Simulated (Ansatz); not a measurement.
```
Ni O
1.0
     2.16096   -2.16096    0.00000
     2.16096    2.16096    0.00000
     0.00000    0.00000    3.91031
Ni O
2 2
Direct
  0.00000 0.00000 0.00000
  0.50000 0.50000 0.50000
  0.50000 0.50000 0.00000
  0.00000 0.00000 0.50000
```

Space group I4/mmm; changed on purpose from its base cell (strain +0.050 along x and y, -0.050 along z, atoms carried along); computed pressure about −5 GPa in this cell; spin-polarised.

The calculation used DFT PBEsol, scalar-relativistic, plane waves, PAW in Ansatz 0.2.0.

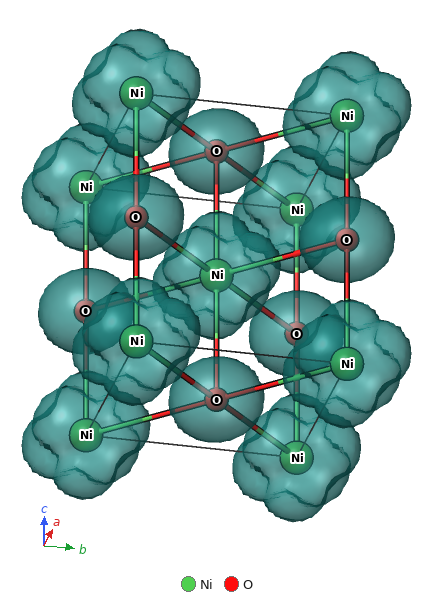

NiO. Isosurfaces of the spin density (up minus down) at +0.06 (teal) and −0.06 e/Å³ (pink), seen at an oblique angle. Sticks mark near contacts.

In a PAW calculation such maps are meaningful between the atoms, not at the nuclei.

Q: Where is the spin, and how is it ordered?

A: The spin density sits on Ni: +1.1 μB (×2) in one cell of 4 atoms, with smaller moments on other sites: O (up to +0.22 μB): parallel moments (a ferromagnetic arrangement) in this solution. The cell of the calculation (2 atoms) carries 1.4 μB of net spin moment. Only one sign reaches the isovalue.
